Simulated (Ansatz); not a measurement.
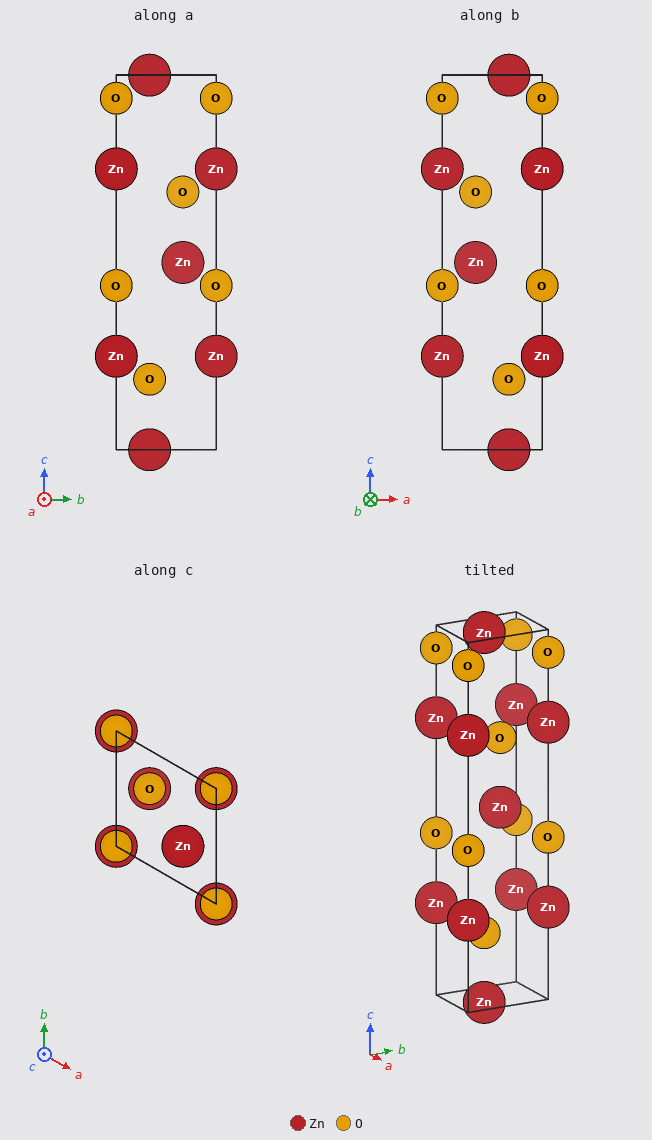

Drawn in the spheres-only manner and seen along the a axis, along the b axis, along the c axis and slightly off an axis. The conventional unit cell is drawn as a box.

Lattice parameters: a = 3.2721 Å, b = 3.2721 Å, c = 10.6275 Å, α = 90.000°, β = 90.000°, γ = 120.000°.

Transcribe the picture into a CIF in P1 with every atom of the cell, with free fractional coordinates to two decimals.

Answer.
```cif
data_structure
_symmetry_space_group_name_H-M 'P 1'
_symmetry_Int_Tables_number 1
_cell_length_a 3.2721
_cell_length_b 3.2721
_cell_length_c 10.6275
_cell_angle_alpha 90.000
_cell_angle_beta 90.000
_cell_angle_gamma 120.000
_cell_volume 98.54
loop_
_atom_site_label
_atom_site_type_symbol
_atom_site_fract_x
_atom_site_fract_y
_atom_site_fract_z
_atom_site_occupancy
Zn1 Zn 0.6667 0.3333 0.00 1
O1 O 0.6667 0.3333 0.19 1
Zn2 Zn 0.00 0.00 0.25 1
O2 O 0.00 0.00 0.44 1
Zn3 Zn 0.3333 0.6667 0.50 1
O3 O 0.3333 0.6667 0.69 1
Zn4 Zn 0.00 0.00 0.75 1
O4 O 0.00 0.00 0.94 1
```

The initial geometry was a structure type filled with these elements by a generator (whether the compound takes this form wasn't checked). A relaxation with Ansatz 0.2.0, DFT PBE, scalar-relativistic, plane waves, PAW gave the geometry drawn.
